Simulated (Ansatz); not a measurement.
## GaP: 6 runs along one coordinate

System: GaP (2 atoms in the cell).
Method: DFT PBE, scalar-relativistic, plane waves, PAW, no spin polarisation (Ansatz 0.2.0).

The 6 runs differ only in the geometry, by an even scaling of the cell at fixed fractional positions. The structure derives from an entry of the Crystallography Open Database.

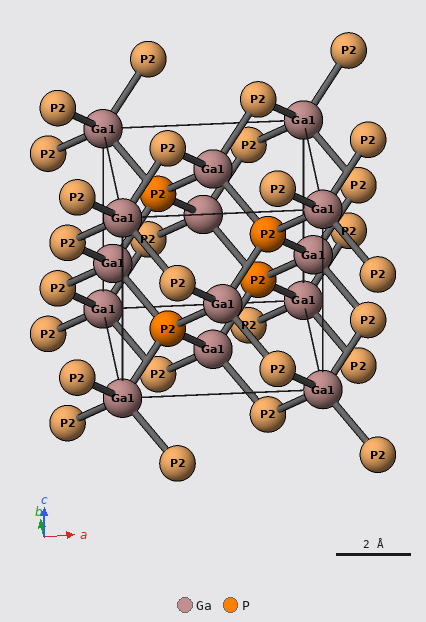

Figure 1. The structure of run 4 (ball-and-stick view of the cell 4 times as large as that of the calculation, set on its symmetry axes, seen at an oblique angle; neighbours outside the cell are drawn fainter; atoms are numbered from 1 in the order of the input). An atom can appear more than once, as a periodic image.

### Input of run 4
```yaml
crystal:
  lattice:
    - [0.0, 2.7443006552, 2.7443006552]
    - [2.7443006552, 0.0, 2.7443006552]
    - [2.7443006552, 2.7443006552, 0.0]
  atoms:
    - { symbol: Ga, position: [0.0, 0.0, 0.0] }
    - { symbol: P, position: [0.75, 0.75, 0.75] }
basis:
  ecutwfc: 420
  ecutrho_ratio: 4
kpoints:
  mp_grid: { grid: [10, 10, 10] }
hamiltonian:
  xc: pbe
scf:
  occupations: { method: gaussian, width: 0.05 }
output:
  forces: true
  stress: true
  eigenvalues: true
```

Command:
```bash
ansatz run input.yaml --threads 2 --pin off --max-ram 2662MiB --backend cpu --events-out ev --progress --plain --runs-dir out
```

Run 2 differs from it as follows:
```diff
-    - [0.0, 2.7443006552, 2.7443006552]
-    - [2.7443006552, 0.0, 2.7443006552]
-    - [2.7443006552, 2.7443006552, 0.0]
+    - [0.0, 2.7343040532, 2.7343040532]
+    - [2.7343040532, 0.0, 2.7343040532]
+    - [2.7343040532, 2.7343040532, 0.0]
```

### Results, with one run withheld

```tsv
run	volume per atom (Å³)	free energy per atom, from the lowest run given (meV)	pressure (GPa)	gap on the mesh (eV)
1	20.032	8.62	3.44	1.59
2	20.443	?	?	?
3	20.449	2.08	1.62	1.62
4	20.668	0.46	0.75	1.61
5	20.867	0.00	0.00	1.58
6	21.284	1.93	−1.45	1.42
```

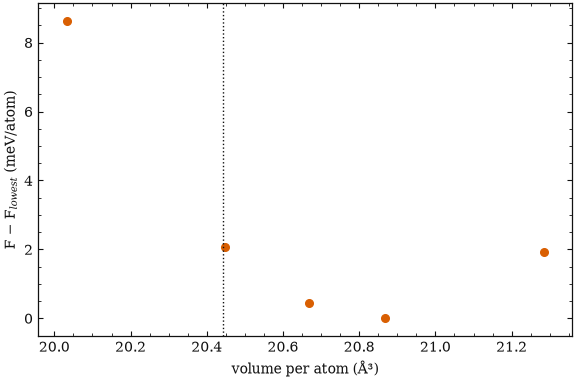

Figure 2. Free energy per atom of the runs given; the dotted line marks run 2.

What should run 2 give?

A cubic polynomial in V^(−2/3) (the Birch–Murnaghan form), fitted to the 5 runs given, misses them by under 0.01 meV per atom. With x = V^(−2/3) − 0.13284 Å⁻², it reads F = 0.52853 + 1171.8 x + 6.4962e+05 x² + 1.0294e+06 x³ (meV per atom). At run 2 it gives 2.14 meV per atom, and the run itself gives 2.14. The slope of the fit gives a pressure −dF/dV of 1.65 GPa there, and the run prints 1.65 GPa. The fit has its minimum at 20.867 Å³ per atom, where V d²F/dV² gives 76.8 GPa: the bulk modulus at this level, since symmetry fixes the shape and the positions. The gap on the mesh lies between 1.42 eV (run 6) and 1.62 eV (run 3); run 2 has 1.62 eV. These are gaps of this functional on this mesh, which can miss the band edges; they aren't the measured gap.

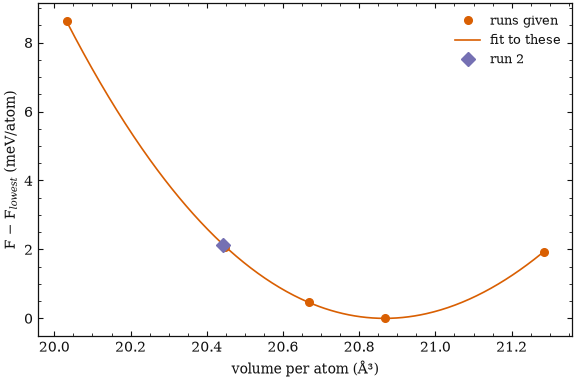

Figure 3. The fit and the withheld run.

### Output, shortened to warnings, some set-up lines, iterations and results (run 2)
```
Basis set: ecut = 420 eV, 821 PW (Γ), exchange–correlation on 54×54×54 points (8 copies of the dense FFT grid, shifted against one another)
Symmetry: 24 space group operations
k-points: 47 of 1000 (time reversal used)
Initial density: superposition of atomic densities (neutral atoms: chi_scale 0, normalization atom), corrected by the library's trained network
[...]
SCF iter   1: F=—  HF=-4539.556134 eV  |F-HF|=—  |Δ(HF+E_count)|=         —  Δρ=1.60e-3  dr2=1.46e-3  ethr=1.77e-3  ⟨swp⟩=6.1  Hψ=4005  notcnv=0
SCF iter   2: F=—  HF=-4539.555251 eV  |F-HF|=—  |Δ(HF+E_count)|=   8.83e-4  Δρ=1.25e-3  dr2=4.46e-4  ethr=8.13e-6  ⟨swp⟩=2.3  Hψ=1497  notcnv=0
SCF iter   3: F=—  HF=-4539.555071 eV  |F-HF|=—  |Δ(HF+E_count)|=   1.80e-4  Δρ=3.90e-4  dr2=5.23e-5  ethr=2.48e-6  ⟨swp⟩=2.1  Hψ=1003  notcnv=0
SCF iter   4: F=—  HF=-4539.555118 eV  |F-HF|=—  |Δ(HF+E_count)|=   4.71e-5  Δρ=1.07e-4  dr2=3.51e-6  ethr=2.90e-7  ⟨swp⟩=2.9  Hψ=1068  notcnv=0
SCF iter   5: F=—  HF=-4539.555121 eV  |F-HF|=—  |Δ(HF+E_count)|=   2.60e-6  Δρ=3.08e-5  dr2=3.48e-7  ethr=1.95e-8  ⟨swp⟩=2.0  Hψ=1031  notcnv=0
SCF iter   6: F=-4539.555121 eV  HF=-4539.555121 eV  |F-HF|=2.13e-8  |Δ(HF+E_count)|=   4.10e-7  Δρ=9.40e-6  dr2=2.17e-8  ethr=5.56e-10  ⟨swp⟩=7.1  Hψ=3257  notcnv=0
SCF 1 converged in 6 iterations: F = -4539.555121 eV  dr2 = 2.17e-8
SCF converged after 6 iterations
Free energy (F): -4539.555121 eV
Harris-Foulkes:  -4539.555121 eV  (|F-HF|=2.13e-8)
Internal energy: -4539.555121 eV  (E = F + TS)
E sigma→0 (E₀):  -4539.555121 eV
Fermi energy:    7.769616 eV
--- Per-component energies (eV) ---
  E_band       = -60.055727
  E_kinetic    = 185.993427
  E_local      = -2207.104950  (includes V_loc(G=0)·N_el)
  E_nonlocal   = 458.822632
  E_hartree    = 1020.071778
  E_xc         = -130.627782
  E_vxc        = -118.828308  (∫ρ·V_xc dr)
  E_paw        = -2558.411717  (= ΣΔE_a)
  E_vpaw       = -419.076113  (= ΣTr[D̂ρ^β])
  E_aug_tail   = -0.000104  (compensation charges beyond the density's cutoff)
  E_ewald      = -1308.298406
  E_smearing   = -0.000000  (= −TS)
  E_closure    = -0.000000  (closes the sum)
  Σ components = -4539.555121   (vs F -4539.555121, Δ=0.00e0)
--- Forces (eV/Å), atoms counted from 1 ---
  atom   1  Ga    -0.00000000     0.00000000    -0.00000000
  atom   2  P      0.00000000    -0.00000000    -0.00000000
  max |Σ_I F_I| component: 1.30e-16 eV/Å
--- Stress (GPa, compression-positive) ---
        1.651220       0.000000      -0.000000
        0.000000       1.651220       0.000000
       -0.000000       0.000000       1.651220
  P = ⅓ Tr σ = 1.6512 GPa (16.512 kbar)
```
